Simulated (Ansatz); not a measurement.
**Geometry relaxation of Ir (part 3 of 3)**

The same run, continued: Ir (2 atoms in the cell); DFT PBE, scalar-relativistic, plane waves, PAW, spin-polarised (Ansatz 0.2.0); cutoff 420 eV, 1×1×13 k-mesh, Gaussian smearing of 0.05 eV, collinear spins. The structure derives from an entry of the Crystallography Open Database. It belongs to a series of runs on one base structure; here: dimerised chain of atoms.

Geometry of the input (Å; fractional positions):
```
9.0000  0.0000  0.0000
0.0000  9.3000  0.0000
0.0000  0.0000  4.9265
Ir 0.5000  0.5000  0.0000
Ir 0.5000  0.5000  0.4650
```

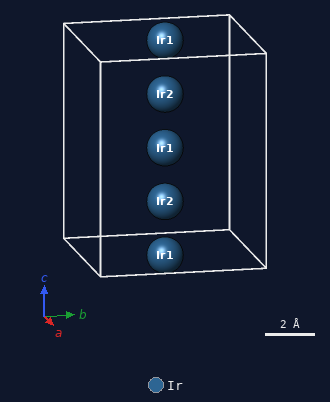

**Figure 1.** The geometry at step 6 of the log (spheres-only view of the 2 repeat of the cell, with the vacuum cut short, seen slightly off an axis; atoms are numbered from 1 in the order of the input).

### Notes

Warnings of the run: the exchange-correlation potential is rough where the density is thin. Spin–orbit coupling is left out, which matters for Ir.
